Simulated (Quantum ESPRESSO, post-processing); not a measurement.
# Nb(100) under a row of overlayers, part 2 of 2

Aim: how a monolayer of each of several elements shifts the work function of Nb(100).

Quantum ESPRESSO 7.5; plane-wave DFT, PBEsol, GBRV ultrasoft pseudopotentials.

So far. Step 8 (Projections on atomic orbitals, Cl overlayer): The atomic orbitals miss 0.1 % of the occupied states; for empty states the projections can miss much more. Step 9 (Relaxing the ions, Br overlayer): The relaxation lowers the energy by 6 meV an atom. On the free atoms the largest force ends at 0.016 eV/Å.

## Step 10: Ground state, Br overlayer

Level of this step: plane-wave DFT, PBEsol, GBRV ultrasoft pseudopotentials (Quantum ESPRESSO 7.5).

File Br.esm.in:

```
&control
  prefix = 'Br.esm'
  outdir = './out'
  pseudo_dir = './pseudo'
  calculation = 'scf'
  tprnfor = .true.
/
&system
  ibrav = 0
  nat = 6
  ntyp = 2
  ecutwfc = 40
  ecutrho = 200
  occupations = 'smearing'
  smearing = 'mv'
  degauss = 0.02
  assume_isolated = 'esm'
  esm_bc = 'bc1'
/
&electrons
  conv_thr = 1e-07
  mixing_beta = 0.4
  electron_maxstep = 120
  mixing_mode = 'local-TF'
/
ATOMIC_SPECIES
  Nb  92.9064  nb_pbesol_v1.uspp.F.UPF
  Br  79.9040  br_pbesol_v1.4.uspp.F.UPF
CELL_PARAMETERS angstrom
  3.30000000000000 0.00000000000000 0.00000000000000
  0.00000000000000 3.30000000000000 0.00000000000000
  0.00000000000000 0.00000000000000 25.60000000000000
ATOMIC_POSITIONS crystal
  Nb  0.000000000000 0.000000000000 -0.159516663150
  Nb  0.500000000000 0.500000000000 -0.095063538150
  Nb  0.000000000000 0.000000000000 -0.030610413150
  Nb  0.500000000000 0.500000000000 0.032934279250
  Nb  0.000000000000 0.000000000000 0.093397778350
  Br  0.500000000000 0.500000000000 0.159516663150
K_POINTS automatic
  8 8 1 0 0 0
```

Started as:

```sh
> OMP_NUM_THREADS=1 mpirun -n 4 pw.x -nk 4 -in Br.esm.in > Br.esm.out
```

Wall time 3 min (4 MPI ranks of Arm Neoverse V1, shared host); peak memory 0.75 GiB; 12 min of CPU time.

This step gave:

| Quantity | Value |
| --- | --- |
| free energy | -8572.0745 eV |
| Fermi energy | -3.851 eV |
| vacuum line at the lower end of the cell, over the Fermi level | 3.804 eV |
| vacuum line at the upper end of the cell, over the Fermi level | 3.899 eV |

The potential energy, planar mean oscillates, so the rows of the table below give means over windows of 1.65 Å about each position, cut where the curve ends. Its maxima inside the range that stand out by 2 % of the span (Å: eV): -3.3: -6.52, -1.6: -6.54, 0.0: -6.96, 1.6: -8.27, 4.1: 6.18. Its minima: -4.1: -21.5, -2.4: -21.1, -0.8: -21.4, 0.8: -21.1, 2.4: -22.4, 4.7: -2.86.

Electrostatic potential energy of an electron; zero at the Fermi level. The potential energy, planar mean by z; means over each step:

| z (Å) | potential energy, planar mean (eV) |
| --- | --- |
| -11.92 | 3.80 |
| -10.27 | 3.80 |
| -8.62 | 3.80 |
| -6.96 | 3.65 |
| -5.31 | -0.789 |
| -3.66 | -13.8 |
| -2.01 | -13.8 |
| -0.36 | -14.0 |
| 1.29 | -15.0 |
| 2.94 | -12.3 |
| 4.59 | 1.65 |
| 6.24 | 3.73 |
| 7.89 | 3.90 |
| 9.54 | 3.90 |
| 11.19 | 3.90 |

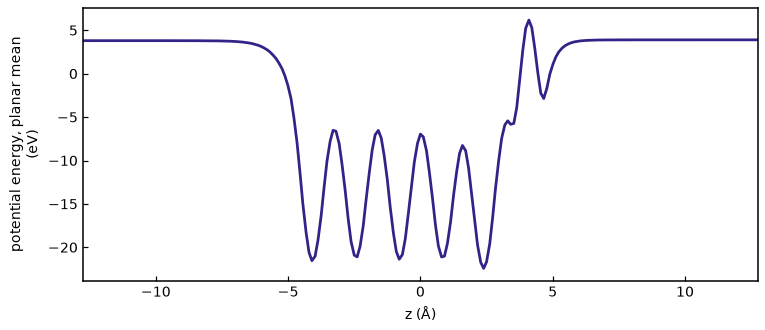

Potential energy, planar mean against z.

The covered face stands at 3.90 eV against 3.69 eV when clean.

Inside the slab this potential holds the local part of the pseudopotentials, which can be repulsive at the nuclei; only its value in the vacuum has a meaning of its own.

## Step 11: Projections on atomic orbitals, Br overlayer

File Br.pdos.in:

```
&projwfc
  prefix = 'Br.esm'
  outdir = './out'
  filpdos = 'Br.pdos'
  Emin = -11.851
  Emax = 0.149
  DeltaE = 0.1
  ngauss = 0
  degauss = 0.01
/
```

Started as:

```sh
> OMP_NUM_THREADS=1 mpirun -n 4 projwfc.x -in Br.pdos.in > Br.pdos.out
```

The job ended after 1.6 s (4 MPI ranks; peak memory 0.11 GiB; 6.2 s of CPU time).

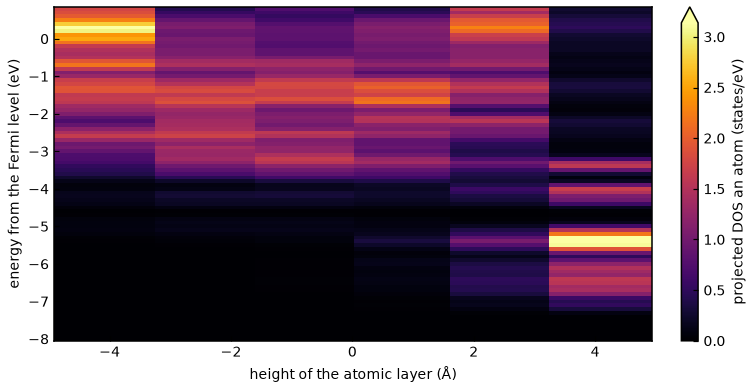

Projected DOS an atom over height of the atomic layer and energy from the Fermi level. Columns are the atomic layers from the bottom up.

The atomic orbitals miss 0.1 % of the occupied states; for empty states the projections can miss much more.

## Step 12: Relaxation with pw.x, I overlayer

Level of this step: plane-wave DFT, PBE, GBRV ultrasoft pseudopotentials (Quantum ESPRESSO 7.5).

System of this step: Nb(100), 5 layers, one monolayer of I on hollow sites. The cell holds 6 atoms: 5 Nb and 1 I. Its edges and angles: a = 3.300 Å, b = 3.300 Å, c = 25.600 Å, α = 90.0°, β = 90.0°, γ = 90.0°. It derives from Nb. Vacuum lies along c.

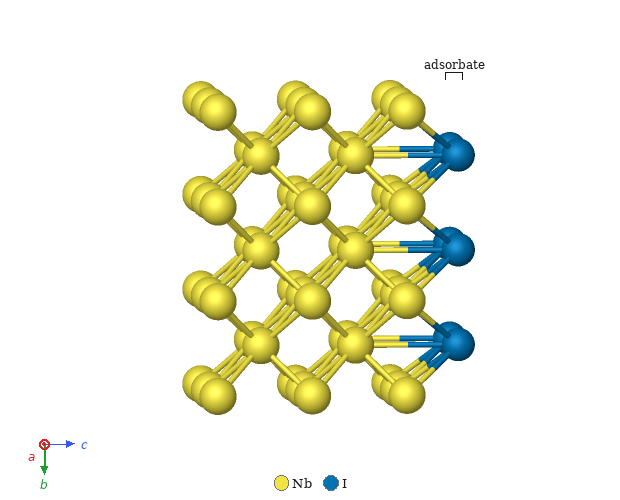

The cell of this step (niobium yellow, iodine blue). 2×3×1 cells are drawn. Some periodic images of atoms are drawn too.

File I.relax.in:

```
&control
  prefix = 'I.relax'
  outdir = './out'
  pseudo_dir = './pseudo'
  nstep = 40
  forc_conv_thr = 0.001
  calculation = 'relax'
/
&system
  ibrav = 0
  nat = 6
  ntyp = 2
  ecutwfc = 40
  ecutrho = 200
  occupations = 'smearing'
  smearing = 'mv'
  degauss = 0.02
/
&electrons
  conv_thr = 1e-07
  mixing_beta = 0.4
  electron_maxstep = 120
  mixing_mode = 'local-TF'
/
&ions
/
ATOMIC_SPECIES
  Nb  92.9064  nb_pbe_v1.uspp.F.UPF
  I   126.9045  i_pbe_v1.uspp.F.UPF
CELL_PARAMETERS angstrom
  3.30000000000000 0.00000000000000 0.00000000000000
  0.00000000000000 3.30000000000000 0.00000000000000
  0.00000000000000 0.00000000000000 25.60000000000000
ATOMIC_POSITIONS crystal
  Nb  0.000000000000 0.000000000000 0.324218750000 0 0 0
  Nb  0.500000000000 0.500000000000 0.388671875000 0 0 0
  Nb  0.000000000000 0.000000000000 0.453125000000 0 0 0
  Nb  0.500000000000 0.500000000000 0.517578125000
  Nb  0.000000000000 0.000000000000 0.582031250000
  I   0.500000000000 0.500000000000 0.657533110943
K_POINTS automatic
  8 8 1 0 0 0
```

Started as:

```sh
> OMP_NUM_THREADS=1 mpirun -n 4 pw.x -nk 4 -in I.relax.in > I.relax.out
```

The job ended after 9.1 min (4 MPI ranks; peak memory 0.75 GiB; 36 min of CPU time).

The steps of the relaxation:

| step | energy less that of the first step (eV) | largest force (eV/Å) |
| --- | --- | --- |
| 1 | 0.0000 | 0.4823 |
| 2 | -0.0056 | 0.4538 |
| 3 | -0.0112 | 0.4201 |
| 4 | -0.0185 | 0.3687 |
| 5 | -0.0271 | 0.2861 |
| 6 | -0.0347 | 0.1472 |
| 7 | -0.0368 | 0.1764 |
| 8 | -0.0376 | 0.1738 |
| 9 | -0.0387 | 0.1644 |
| 10 | -0.0403 | 0.1429 |
| 11 | -0.0424 | 0.1094 |
| 12 | -0.0446 | 0.0598 |
| 13 | -0.0457 | 0.0117 |

The atoms that moved most (Å):

| atom | dx | dy | dz | length |
| --- | --- | --- | --- | --- |
| I6 | 0.000 | 0.000 | -0.193 | 0.193 |
| Nb5 | 0.000 | 0.000 | -0.038 | 0.038 |
| Nb4 | 0.000 | 0.000 | -0.017 | 0.017 |

Final coordinates:

```cif
data_structure
_symmetry_space_group_name_H-M 'P 1'
_symmetry_Int_Tables_number 1
_cell_length_a 3.3000
_cell_length_b 3.3000
_cell_length_c 25.6000
_cell_angle_alpha 90.000
_cell_angle_beta 90.000
_cell_angle_gamma 90.000
_cell_volume 278.78
loop_
_atom_site_label
_atom_site_type_symbol
_atom_site_fract_x
_atom_site_fract_y
_atom_site_fract_z
_atom_site_occupancy
Nb1 Nb 0.00000 0.00000 0.32422 1
Nb2 Nb 0.50000 0.50000 0.38867 1
Nb3 Nb 0.00000 0.00000 0.45313 1
Nb4 Nb 0.50000 0.50000 0.51692 1
Nb5 Nb 0.00000 0.00000 0.58054 1
I6 I 0.50000 0.50000 0.65001 1
```

The relaxation lowers the energy by 8 meV an atom. On the free atoms the largest force ends at 0.012 eV/Å.

Numbers from this step:

| Item | Value |
| --- | --- |
| free energy | -8913.9558 eV |
| Fermi energy | 4.925 eV |

## Step 13: Ground state, I overlayer

Level of this step: plane-wave DFT, PBEsol, GBRV ultrasoft pseudopotentials (Quantum ESPRESSO 7.5).

File I.esm.in:

```
&control
  prefix = 'I.esm'
  outdir = './out'
  pseudo_dir = './pseudo'
  calculation = 'scf'
  tprnfor = .true.
/
&system
  ibrav = 0
  nat = 6
  ntyp = 2
  ecutwfc = 40
  ecutrho = 200
  occupations = 'smearing'
  smearing = 'mv'
  degauss = 0.02
  assume_isolated = 'esm'
  esm_bc = 'bc1'
/
&electrons
  conv_thr = 1e-07
  mixing_beta = 0.4
  electron_maxstep = 120
  mixing_mode = 'local-TF'
/
ATOMIC_SPECIES
  Nb  92.9064  nb_pbesol_v1.uspp.F.UPF
  I   126.9045  i_pbesol_v1.uspp.F.UPF
CELL_PARAMETERS angstrom
  3.30000000000000 0.00000000000000 0.00000000000000
  0.00000000000000 3.30000000000000 0.00000000000000
  0.00000000000000 0.00000000000000 25.60000000000000
ATOMIC_POSITIONS crystal
  Nb  0.000000000000 0.000000000000 -0.162894148450
  Nb  0.500000000000 0.500000000000 -0.098441023450
  Nb  0.000000000000 0.000000000000 -0.033987898450
  Nb  0.500000000000 0.500000000000 0.029809953650
  Nb  0.000000000000 0.000000000000 0.093425073150
  I   0.500000000000 0.500000000000 0.162894148450
K_POINTS automatic
  8 8 1 0 0 0
```

Started as:

```sh
> OMP_NUM_THREADS=1 mpirun -n 4 pw.x -nk 4 -in I.esm.in > I.esm.out
```

Run time: 2.6 min. Hardware: 4 MPI ranks; peak memory 0.76 GiB; 11 min of CPU time.

Numbers from this step:

| Item | Value |
| --- | --- |
| free energy | -8906.3547 eV |
| Fermi energy | -3.636 eV |
| vacuum line at the lower end of the cell, over the Fermi level | 3.812 eV |
| vacuum line at the upper end of the cell, over the Fermi level | 3.460 eV |

The potential energy, planar mean oscillates, so the rows of the table below give means over windows of 1.59 Å about each position, cut where the curve ends. Its maxima inside the range that stand out by 2 % of the span (Å: eV): -3.3: -6.48, -1.7: -6.49, 0.0: -6.93, 1.6: -6.88, 3.2: -6.75. Its minima: -4.2: -21.4, -2.5: -21.2, -0.9: -21.2, 0.8: -21.1, 2.4: -22.2, 4.2: -19.7.

Electrostatic potential energy of an electron; zero at the Fermi level. Potential energy, planar mean against z; means over each step:

| z (Å) | potential energy, planar mean (eV) |
| --- | --- |
| -11.95 | 3.81 |
| -10.36 | 3.81 |
| -8.77 | 3.81 |
| -7.18 | 3.70 |
| -5.59 | 0.876 |
| -4.00 | -14.0 |
| -2.41 | -14.0 |
| -0.82 | -14.1 |
| 0.77 | -14.1 |
| 2.36 | -14.8 |
| 3.95 | -14.1 |
| 5.54 | 0.497 |
| 7.13 | 3.42 |
| 8.72 | 3.46 |
| 10.31 | 3.46 |
| 11.90 | 3.46 |

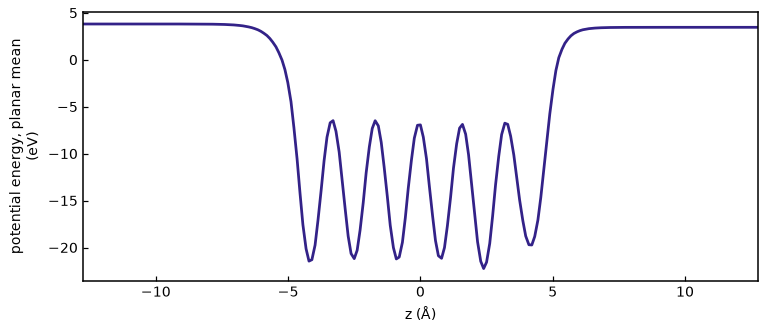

Potential energy, planar mean against z.

The covered face stands at 3.46 eV against 3.69 eV when clean.

Inside the slab this potential holds the local part of the pseudopotentials, which can be repulsive at the nuclei; only its value in the vacuum has a meaning of its own.

## Step 14: Projected density of states, I overlayer

File I.pdos.in:

```
&projwfc
  prefix = 'I.esm'
  outdir = './out'
  filpdos = 'I.pdos'
  Emin = -11.636
  Emax = 0.364
  DeltaE = 0.1
  ngauss = 0
  degauss = 0.01
/
```

Started as:

```sh
> OMP_NUM_THREADS=1 mpirun -n 4 projwfc.x -in I.pdos.in > I.pdos.out
```

It took 1.6 s on 4 MPI ranks; peak memory 0.11 GiB.

Read from the output:

| Quantity | Value |
| --- | --- |
| spilling of the projection | 0.0017 |

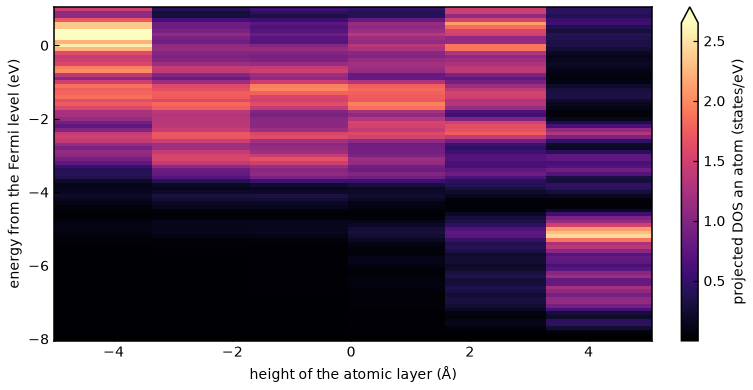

Projected DOS an atom over height of the atomic layer and energy from the Fermi level. Columns are the atomic layers from the bottom up.

The atomic orbitals miss 0.2 % of the occupied states; for empty states the projections can miss much more.

## Step 15: The series side by side

Against the clean face, with Pauling's electronegativity for orientation:

| overlayer | electronegativity | height over the top plane (Å) | change of work function (eV) |
| --- | --- | --- | --- |
| Cl | 3.16 | 1.53 | +0.39 |
| Br | 2.96 | 1.69 | +0.21 |
| I | 2.66 | 1.78 | -0.23 |

All levels:

| level | covered face (eV) | bare face (eV) | CPU time (s) |
| --- | --- | --- | --- |
| clean | 3.691 | 3.832 | 486.6 |
| Cl | 4.083 | 3.81 | 695.5 |
| Br | 3.899 | 3.804 | 729.7 |
| I | 3.46 | 3.812 | 635.2 |

## Step 16: Worked from the printed numbers

Under I the faces differ by -0.35 eV. By the Helmholtz relation p = −Δφ A/180.95 = +0.0212 e Å a cell, or +0.10 D.

## Step 17: Outcome

| Property | Result |
| --- | --- |
| work function of the clean face | 3.69 eV |
| change under Cl | +0.39 eV |
| change under Br | +0.21 eV |
| change under I | -0.23 eV |

In words: On a clean face of 3.69 eV the changes run from -0.23 eV (I) to +0.39 eV (Cl) (PBEsol, GBRV ultrasoft). The changes follow electronegativity: the more electronegative the overlayer, the higher the work function. Of 4 overlayers planned, 3 are shown; the others were not run or did not converge. I lowers the work function although electronegative. The bare face moves by 0.03 eV over the row; it should not move at all, so the changes above are uncertain by about as much. Full 1×1 monolayers on one site are model structures; at this coverage neighbours depolarise each other, and real layers may take other sites or reconstruct. The upper layers were relaxed under PBE at the tabulated lattice constant.

Computed beside measured:

```
                             quantity  measured  PBEsol, GBRV ultrasoft, clean
work function (clean (100) face) (eV)      3.97                3.69 (-0.28 eV)
```

Measured values from arxiv:1902.07811 (2019).

Verdict: The work function is off by -0.28 eV: a clear miss. The grades are ours: good and fair within 3 and 7 % for the work function. Other measurements of the same face can differ from the value quoted by 0.1 to 0.2 eV.

[Logs are printed without paths, hosts, clocks, repeated set-up lines and the standing remarks that a program may print on its own settings, such as how far it seeks lower states.]

[Hosts, paths, dates, database ids (printed as entryN), source tags and the programs' standing remarks are cut or masked in the printed files.]

[Maps of the electrostatic potential energy from Ansatz leave out the sawtooth potential of an applied field or a dipole correction, so their vacuum need not be flat; planar profiles and work functions include it.]
